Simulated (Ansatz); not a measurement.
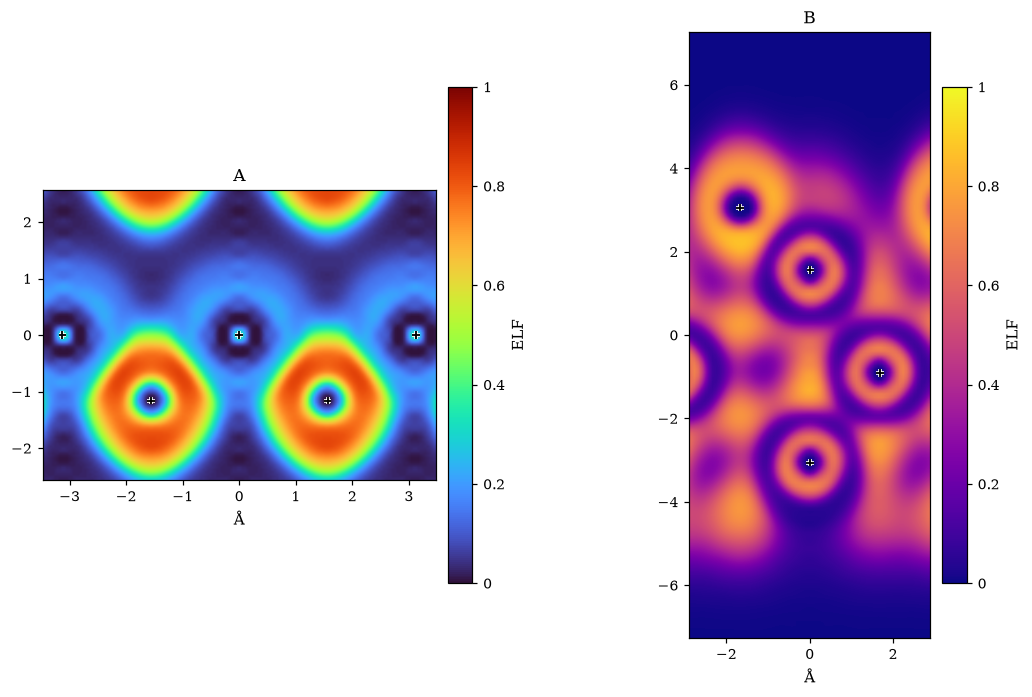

The electron localisation function of 2 systems, each on a plane through atoms (crosses mark nuclei in the plane).

Method: DFT r2SCAN, scalar-relativistic, plane waves, PAW (Ansatz).

System 1: AlGaN2, the (010) plane of the conventional cell. Space group P-4m2; a structure from a database of computed crystals, not necessarily the ambient phase; changed on purpose from its base cell (strain -0.0050 x Voigt [1, 1, 0, 0, 0, 0], atoms carried along).

```
Al Ga N
1.0
     3.12517    0.00000    0.00000
     0.00000    3.12517    0.00000
     0.00000    0.00000    4.42384
Al Ga N
1 1 2
Direct
  0.50000 0.50000 0.50000
  0.00000 0.00000 0.00000
  0.50000 0.00000 0.73826
  0.00000 0.50000 0.26174
```

System 2: Ti3B (slab), the (110) plane of the calculation cell, a cut from vacuum to vacuum. Computed without spin polarisation.

```cif
data_structure
_symmetry_space_group_name_H-M 'P 1'
_symmetry_Int_Tables_number 1
_cell_length_a 2.9358
_cell_length_b 2.9358
_cell_length_c 23.6362
_cell_angle_alpha 90.000
_cell_angle_beta 90.000
_cell_angle_gamma 120.000
_cell_volume 176.43
loop_
_atom_site_label
_atom_site_type_symbol
_atom_site_fract_x
_atom_site_fract_y
_atom_site_fract_z
_atom_site_occupancy
Ti1 Ti 0.33333 0.66667 0.35962 1
Ti2 Ti 0.66858 0.33717 0.45082 1
Ti3 Ti 0.32774 0.65547 0.55526 1
B1 B 0.99188 0.98375 0.61847 1
```

Which map belongs to which system?

Panel A is system 1, AlGaN2: the plane holds Ga and N. Ga–N (1.94 Å): the ELF peaks at about 0.85 in the valence shell of N, 0.7 Å from its nucleus, and is about 0.45 at the midpoint. Panel B is system 2, Ti3B: the plane holds Ti and B. Ti–B (2.25 Å): the ELF peaks at about 0.75 in the valence shell of B, 0.7 Å from its nucleus, and is about 0.25 at the midpoint.
